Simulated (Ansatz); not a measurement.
C: geometry relaxation (part 2 of 2)

C (defect cell, 15 atoms in the cell); DFT PBE, scalar-relativistic, plane waves, PAW, no spin polarisation (Ansatz 0.2.0); cutoff 420 eV, 4×4×4 k-mesh, Gaussian smearing of 0.05 eV. The structure derives from an entry of the Crystallography Open Database. It belongs to a series of runs on one base structure; here: atom 8 (C) set half-way to the vacancy, atoms relaxed in the symmetry of that start.

Output, continued:
```
--- Forces (eV/Å), atoms counted from 1 ---
  atom   1  C     -0.00191290    -0.00191290     0.00170604
  atom   2  C     -0.00223208     0.00139151     0.00139151
  atom   3  C     -0.00191290     0.00170604    -0.00191290
  atom   4  C      0.00139151    -0.00223208     0.00139151
  atom   5  C      0.00170604    -0.00191290    -0.00191290
  atom   6  C      0.00139151     0.00139151    -0.00223208
  atom   7  C     -0.00164559    -0.00164559    -0.00164559
  atom   8  C     -0.00000000     0.00000000     0.00000000
  atom   9  C      0.00191290     0.00191290    -0.00170604
  atom  10  C      0.00223208    -0.00139151    -0.00139151
  atom  11  C      0.00191290    -0.00170604     0.00191290
  atom  12  C     -0.00139151     0.00223208    -0.00139151
  atom  13  C     -0.00170604     0.00191290     0.00191290
  atom  14  C     -0.00139151    -0.00139151     0.00223208
  atom  15  C      0.00164559     0.00164559     0.00164559
  max |Σ_I F_I| component: 9.11e-18 eV/Å
--- Stress (GPa, compression-positive) ---
       -5.821550     -19.676815     -19.676815
      -19.676815      -5.821550     -19.676815
      -19.676815     -19.676815      -5.821550
  P = ⅓ Tr σ = -5.8215 GPa (-58.215 kbar)
--- Band table (eV; the first three rows and the last of 13) ---
  k-point 0: bands = ["-8.8453", "-3.5334", "-3.5334", "-3.5066", "-2.3110", "-1.3315", "-1.1209", "-1.1209", "-1.0205", "-0.1014", "-0.1014", "0.1022", "0.1022", "1.8954", "4.4069", "5.7720", "6.0895", "6.0895", "6.4273", "6.8517", "6.8517", "8.8284", "8.8284", "9.2374", "10.5082", "10.5082", "10.9210", "11.1021", "11.1021", "15.4769", "15.5134", "15.7184", "15.7184", "16.0955", "16.0955", "17.8138", "17.8138", "17.9771", "17.9771", "18.1290", "19.1071", "19.3014", "19.3014", "19.3102", "20.6091"]
  k-point 1: bands = ["-8.4435", "-5.2144", "-3.5017", "-3.4947", "-2.9933", "-2.1519", "-1.2900", "-1.0868", "-0.1505", "0.2834", "0.5702", "1.4459", "1.8800", "3.1270", "4.8628", "4.9788", "5.3607", "6.1637", "6.4457", "6.6062", "6.7979", "7.7454", "8.3631", "8.7331", "8.9323", "9.9650", "10.0638", "10.6427", "10.7850", "12.9082", "15.6054", "15.7200", "15.8745", "16.0993", "17.5112", "18.3871", "18.5223", "18.6564", "19.0952", "19.3617", "19.4831", "19.7672", "20.2900", "20.3477", "20.6463"]
  k-point 2: bands = ["-7.5470", "-6.7974", "-3.6100", "-3.2773", "-3.1956", "-3.0456", "-1.4886", "-1.4205", "1.1000", "1.4309", "1.7246", "2.3352", "2.5155", "3.6699", "5.2368", "5.2394", "5.3144", "5.3244", "6.0965", "6.6141", "7.0519", "7.1120", "7.2842", "7.9287", "8.3181", "9.1756", "9.6356", "9.9748", "10.3020", "10.5323", "15.3781", "15.8522", "16.0947", "16.3855", "17.9041", "18.2594", "18.3043", "19.5317", "19.7891", "19.9120", "20.2432", "20.5191", "20.7854", "21.7111", "22.5011"]
  k-point 12: bands = ["-7.2197", "-7.1745", "-3.4643", "-3.4643", "-3.2271", "-2.7615", "-2.7615", "0.6542", "1.0055", "1.5930", "1.5930", "2.4875", "2.4875", "3.3770", "5.1231", "5.1231", "5.2762", "5.2762", "5.3834", "5.3906", "7.1207", "7.2460", "7.9473", "8.1763", "8.1763", "8.4041", "8.4041", "11.2336", "12.4238", "12.4238", "12.6756", "12.6756", "17.9874", "18.5859", "18.5859", "18.8717", "18.8717", "19.1089", "19.3424", "19.3424", "19.5606", "21.9376", "21.9376", "22.5985", "23.1142"]
--- Relaxed structure (5 steps of the walk, 5 accepted, 0 SCFs on fresh bases) ---
  F+E_penalty+E_count = -3753.69395940 eV   max|allowed force component| = 2.232e-3 eV/Å
  atoms:
    - { symbol: C, position: [0.24530442202365896, 0.24177435764769575, 0.24177435764769575] }
    - { symbol: C, position: [0.7500011760564674, 0.7498150919094377, 0.2503686401246574] }
    - { symbol: C, position: [0.24530442202365899, 0.7711468626809496, 0.24177435764769573] }
    - { symbol: C, position: [0.7500011760564674, 0.2503686401246574, 0.7498150919094377] }
    - { symbol: C, position: [0.24530442202365899, 0.24177435764769573, 0.7711468626809496] }
    - { symbol: C, position: [0.7500011760564673, 0.7498150919094377, 0.7498150919094377] }
    - { symbol: C, position: [0.2487875246491571, 0.750404158450281, 0.750404158450281] }
    - { symbol: C, position: [0.5624999999999999, 0.3125, 0.3125] }
    - { symbol: C, position: [0.8796955779763407, 0.38322564235230433, 0.38322564235230433] }
    - { symbol: C, position: [0.37499882394353257, 0.8751849080905623, 0.3746313598753425] }
    - { symbol: C, position: [0.8796955779763407, 0.8538531373190505, 0.3832256423523044] }
    - { symbol: C, position: [0.37499882394353257, 0.3746313598753425, 0.8751849080905623] }
    - { symbol: C, position: [0.8796955779763407, 0.3832256423523044, 0.8538531373190505] }
    - { symbol: C, position: [0.3749988239435327, 0.8751849080905623, 0.8751849080905623] }
    - { symbol: C, position: [0.876212475350843, 0.8745958415497189, 0.8745958415497189] }
```

Trajectory as extended XYZ (Å, eV, eV/Å), 5 frames, from step=1 to step=5:
```
15
Lattice="-3.5715 -3.5715 0.0000 0.0000 -3.5715 3.5715 -3.5715 0.0000 3.5715" Properties=species:S:1:pos:R:3:forces:R:3 step=1 energy=-3752.86901
C    -1.7857   -1.7857    1.7857    1.1687   1.1687  -2.8229
C    -3.5715   -5.3572    3.5715    0.2097   0.0838   0.0838
C    -1.7857   -3.5715    3.5715    1.1687  -2.8229   1.1687
C    -5.3572   -3.5715    3.5715    0.0838   0.2097   0.0838
C    -3.5715   -1.7857    3.5715   -2.8229   1.1687   1.1687
C    -5.3572   -5.3572    5.3572    0.0838   0.0838   0.2097
C    -3.5715   -3.5715    5.3572    0.0571   0.0571   0.0571
C    -3.1250   -3.1250    2.2322    0.0000   0.0000   0.0000
C    -4.4643   -4.4643    2.6786   -1.1687  -1.1687   2.8229
C    -2.6786   -4.4643    4.4643   -0.2097  -0.0838  -0.0838
C    -4.4643   -6.2501    4.4643   -1.1687   2.8229  -1.1687
C    -4.4643   -2.6786    4.4643   -0.0838  -0.2097  -0.0838
C    -6.2501   -4.4643    4.4643    2.8229  -1.1687  -1.1687
C    -4.4643   -4.4643    6.2501   -0.0838  -0.0838  -0.2097
C    -6.2501   -6.2501    6.2501   -0.0571  -0.0571  -0.0571
15
Lattice="-3.5715 -3.5715 0.0000 0.0000 -3.5715 3.5715 -3.5715 0.0000 3.5715" Properties=species:S:1:pos:R:3:forces:R:3 step=2 energy=-3753.61398
C    -1.7575   -1.7575    1.7278    0.4681   0.4681   0.0589
C    -3.5596   -5.3567    3.5720   -0.7361   0.1327   0.1327
C    -1.7575   -3.6295    3.5997    0.4681   0.0589   0.4681
C    -5.3567   -3.5596    3.5720    0.1327  -0.7361   0.1327
C    -3.6295   -1.7575    3.5997    0.0589   0.4681   0.4681
C    -5.3567   -5.3567    5.3691    0.1327   0.1327  -0.7361
C    -3.5701   -3.5701    5.3586   -0.0040  -0.0040  -0.0040
C    -3.1250   -3.1250    2.2322    0.0000   0.0000   0.0000
C    -4.4925   -4.4925    2.7366   -0.4681  -0.4681  -0.0589
C    -2.6904   -4.4649    4.4638    0.7361  -0.1327  -0.1327
C    -4.4925   -6.1921    4.4361   -0.4681  -0.0589  -0.4681
C    -4.4649   -2.6904    4.4638   -0.1327   0.7361  -0.1327
C    -6.1921   -4.4925    4.4361   -0.0589  -0.4681  -0.4681
C    -4.4649   -4.4649    6.2382   -0.1327  -0.1327   0.7361
C    -6.2514   -6.2514    6.2487    0.0040   0.0040   0.0040
15
Lattice="-3.5715 -3.5715 0.0000 0.0000 -3.5715 3.5715 -3.5715 0.0000 3.5715" Properties=species:S:1:pos:R:3:forces:R:3 step=3 energy=-3753.67594
C    -1.7482   -1.7482    1.7236    0.2335   0.2335   0.2330
C    -3.5683   -5.3552    3.5735   -0.2267  -0.0034  -0.0034
C    -1.7482   -3.6336    3.6090    0.2335   0.2330   0.2335
C    -5.3552   -3.5683    3.5735   -0.0034  -0.2267  -0.0034
C    -3.6336   -1.7482    3.6090    0.2330   0.2335   0.2335
C    -5.3552   -5.3552    5.3604   -0.0034  -0.0034  -0.2267
C    -3.5704   -3.5704    5.3583    0.0750   0.0750   0.0750
C    -3.1250   -3.1250    2.2322    0.0000   0.0000   0.0000
C    -4.5019   -4.5019    2.7407   -0.2335  -0.2335  -0.2330
C    -2.6818   -4.4663    4.4624    0.2267   0.0034   0.0034
C    -4.5019   -6.1879    4.4268   -0.2335  -0.2330  -0.2335
C    -4.4663   -2.6818    4.4624    0.0034   0.2267   0.0034
C    -6.1879   -4.5019    4.4268   -0.2330  -0.2335  -0.2335
C    -4.4663   -4.4663    6.2469    0.0034   0.0034   0.2267
C    -6.2511   -6.2511    6.2490   -0.0750  -0.0750  -0.0750
15
Lattice="-3.5715 -3.5715 0.0000 0.0000 -3.5715 3.5715 -3.5715 0.0000 3.5715" Properties=species:S:1:pos:R:3:forces:R:3 step=4 energy=-3753.69327
C    -1.7411   -1.7411    1.7267    0.0459   0.0459   0.0308
C    -3.5738   -5.3568    3.5719    0.0648   0.0246   0.0246
C    -1.7411   -3.6305    3.6161    0.0459   0.0308   0.0459
C    -5.3568   -3.5738    3.5719    0.0246   0.0648   0.0246
C    -3.6305   -1.7411    3.6161    0.0308   0.0459   0.0459
C    -5.3568   -5.3568    5.3548    0.0246   0.0246   0.0648
C    -3.5681   -3.5681    5.3606   -0.0209  -0.0209  -0.0209
C    -3.1250   -3.1250    2.2322    0.0000   0.0000   0.0000
C    -4.5090   -4.5090    2.7376   -0.0459  -0.0459  -0.0308
C    -2.6762   -4.4648    4.4639   -0.0648  -0.0246  -0.0246
C    -4.5090   -6.1910    4.4197   -0.0459  -0.0308  -0.0459
C    -4.4648   -2.6762    4.4639   -0.0246  -0.0648  -0.0246
C    -6.1910   -4.5090    4.4197   -0.0308  -0.0459  -0.0459
C    -4.4648   -4.4648    6.2524   -0.0246  -0.0246  -0.0648
C    -6.2534   -6.2534    6.2467    0.0209   0.0209   0.0209
15
Lattice="-3.5715 -3.5715 0.0000 0.0000 -3.5715 3.5715 -3.5715 0.0000 3.5715" Properties=species:S:1:pos:R:3:forces:R:3 step=5 energy=-3753.69396
C    -1.7396   -1.7396    1.7270   -0.0019  -0.0019   0.0017
C    -3.5728   -5.3566    3.5721   -0.0022   0.0014   0.0014
C    -1.7396   -3.6302    3.6176   -0.0019   0.0017  -0.0019
C    -5.3566   -3.5728    3.5721    0.0014  -0.0022   0.0014
C    -3.6302   -1.7396    3.6176    0.0017  -0.0019  -0.0019
C    -5.3566   -5.3566    5.3559    0.0014   0.0014  -0.0022
C    -3.5686   -3.5686    5.3601   -0.0016  -0.0016  -0.0016
C    -3.1250   -3.1250    2.2322    0.0000   0.0000   0.0000
C    -4.5105   -4.5105    2.7374    0.0019   0.0019  -0.0017
C    -2.6773   -4.4650    4.4637    0.0022  -0.0014  -0.0014
C    -4.5105   -6.1913    4.4182    0.0019  -0.0017   0.0019
C    -4.4650   -2.6773    4.4637   -0.0014   0.0022  -0.0014
C    -6.1913   -4.5105    4.4182   -0.0017   0.0019   0.0019
C    -4.4650   -4.4650    6.2514   -0.0014  -0.0014   0.0022
C    -6.2530   -6.2530    6.2472    0.0016   0.0016   0.0016
```

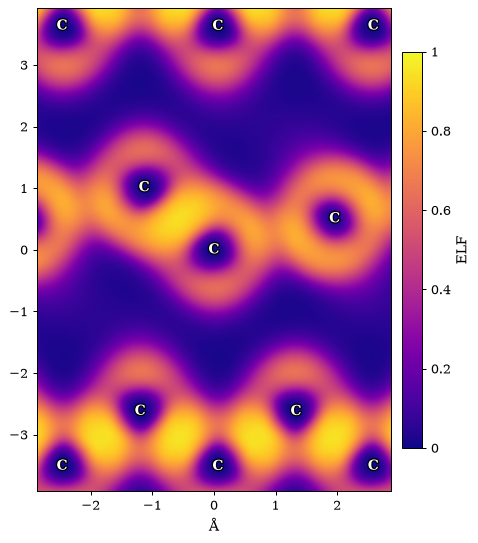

**Figure 1.** Electron localisation function on the (011̄) plane of the calculation cell. Atoms in the plane: C. Core electrons are frozen (PAW), so the fields are smoothed inside the atomic spheres.

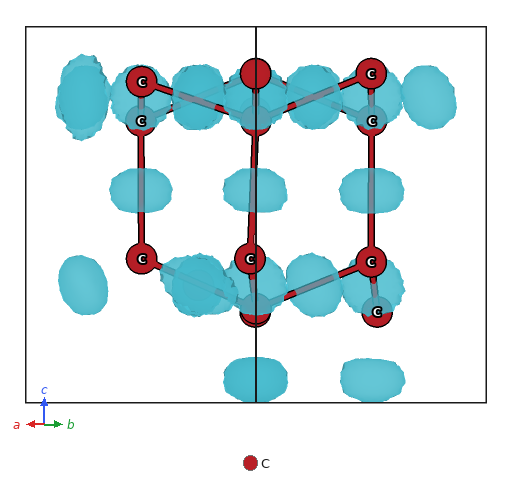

**Figure 2.** Isosurface of the electron localisation function at 0.85 (cyan), seen along [110]. Only the valence region is drawn (cores and ρ < 0.01 e/Å³ removed). Sticks mark near contacts. The outline is the calculation cell. Profiles from the grid: C–C (1.51 Å): the ELF peaks at about 0.95 between the atoms, which marks a shared electron pair.

The run was set up as follows.

The input:
```yaml
crystal:
  lattice:
    - [-3.571475064, -3.571475064, 0.0]
    - [0.0, -3.571475064, 3.571475064]
    - [-3.571475064, 0.0, 3.571475064]
  atoms:
    - { symbol: C, position: [0.25, 0.25, 0.25] }
    - { symbol: C, position: [0.75, 0.75, 0.25] }
    - { symbol: C, position: [0.25, 0.75, 0.25] }
    - { symbol: C, position: [0.75, 0.25, 0.75] }
    - { symbol: C, position: [0.25, 0.25, 0.75] }
    - { symbol: C, position: [0.75, 0.75, 0.75] }
    - { symbol: C, position: [0.25, 0.75, 0.75] }
    - { symbol: C, position: [0.5625, 0.3125, 0.3125] }
    - { symbol: C, position: [0.875, 0.375, 0.375] }
    - { symbol: C, position: [0.375, 0.875, 0.375] }
    - { symbol: C, position: [0.875, 0.875, 0.375] }
    - { symbol: C, position: [0.375, 0.375, 0.875] }
    - { symbol: C, position: [0.875, 0.375, 0.875] }
    - { symbol: C, position: [0.375, 0.875, 0.875] }
    - { symbol: C, position: [0.875, 0.875, 0.875] }
basis:
  ecutwfc: 420
kpoints:
  mp_grid: { grid: [4, 4, 4] }
hamiltonian:
  xc: pbe
scf:
  occupations: { method: gaussian, width: 0.05 }
output:
  forces: true
  stress: true
  eigenvalues: true
  write_density: true
  write_potential: true
  elf: true
  volumetric_format: npy
relax:
  adjacent_minimum: "off"
  f_tol: 0.02
  max_steps: 60
  escape_saddle: false
```

Run as:
```bash
ansatz run input.yaml --threads 4 --pin off --max-ram 9216MiB --backend cpu --events-out ev --progress --plain --runs-dir out
```

Summary:

- outcome: converged
- electrons treated: 60
- free energy: −3753.6940 eV
- Fermi energy: 12.703 eV
- gap on the k-point mesh: none (metallic)
- pressure: −5.82 GPa
- final volume: 91.11 Å³
- largest force (length of the vector) at the end: 0.003 eV/Å
- hardware: 4 threads of Intel Xeon (Sapphire Rapids), 64 GiB of memory available, shared host
- wall time: 4.9 s (CPU time 16 s)
- peak memory: 0.5 GiB

Notes:

The program warns: the SCF threshold is looser than advised for the printed stress.
